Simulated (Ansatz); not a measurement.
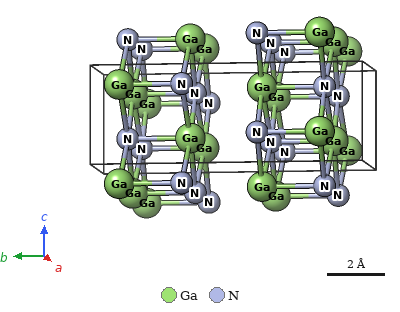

This is the input geometry for a relaxation of a crystal of GaN (a generated structure, set up in Cmcm) (coarse preliminary run). A ball-and-stick model of the conventional cell (2 times the calculation's cell), seen from a free direction. Lengths and directions refer to the drawn axes.

The calculation used Ansatz 0.2.0, DFT PBE, scalar-relativistic, plane waves, PAW.

Input file:
```yaml
crystal:
  lattice:
    - [1.69499486, -4.82487432, 0.0]
    - [1.69499486, 4.82487432, 0.0]
    - [0.0, 0.0, 3.50069371]
  atoms:
    - { symbol: Ga, position: [0.63176072, 0.36823928, 0.75] }
    - { symbol: Ga, position: [0.36823928, 0.63176072, 0.25] }
    - { symbol: "N", position: [0.86128997, 0.13871003, 0.75] }
    - { symbol: "N", position: [0.13871003, 0.86128997, 0.25] }
basis:
  ecutwfc: 420
kpoints:
  mp_grid: { grid: [6, 6, 6] }
hamiltonian:
  xc: pbe
scf:
  occupations: { method: gaussian, width: 0.1 }
  lower_state_search: "off"
output:
  forces: true
  stress: true
  eigenvalues: true
relax:
  adjacent_minimum: "off"
  f_tol: 0.04
  max_steps: 70
  cell: { stress_tol: 0.4 }
```

Command:
```bash
ansatz run input.yaml --threads 1 --pin off --max-ram 2560MiB --backend cpu --events-out ev --progress --plain --runs-dir out
```

Question: What does the optimiser find from here?

Answer: The largest moves relative to the cell, 0.38 Å, are those of Ga1 and Ga2. Ga1 goes along −b. By element the largest moves are Ga 0.38 Å, N 0.22 Å. The drawn cell changes as follows: a 3.390 → 2.908 Å (−14.2 %), b 9.650 → 11.997 Å (+24.3 %), c 3.501 → 2.915 Å (−16.7 %); the volume changes by −11.2 %. Among the contacts that change: Ga1–N4 2.437 → 2.060 Å, Ga1–N3 2.215 → 2.159 Å. The space group stays Cmcm (No. 63). Over 12 accepted moves (15 points after the start) the energy falls by 2.773 eV per cell of the calculation. The largest force component goes from 1.7 to 0.014 eV/Å. The pressure goes from −25.87 to 0.11 GPa. The SCF was repeated 3 times at an unchanged geometry on a basis and grid sized afresh for the cell, which shifted the energy by 21.8 meV per cell of the calculation at most. The run took 65 s on 1 thread of Intel(R) Xeon(R) Platinum 8259CL CPU @ 2.50GHz (Skylake/Cascade Lake), on a shared host, peak memory 0.41 GiB.

Final geometry:

```xyz
4
Lattice="1.4542 -5.9983 0.0000 1.4542 5.9983 0.0000 0.0000 0.0000 2.9151" Properties=species:S:1:pos:R:3 pbc="T T T"
Ga    1.4542   -1.9568    2.1863
Ga    1.4542    1.9568    0.7288
N     1.4542   -4.1153    2.1863
N     1.4542    4.1153    0.7288
```

After the run, drawn alike:

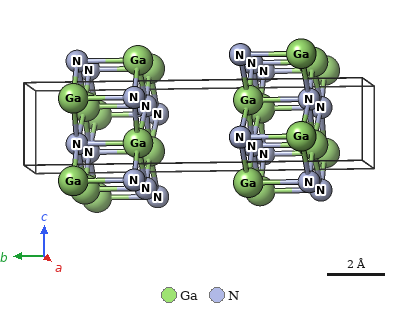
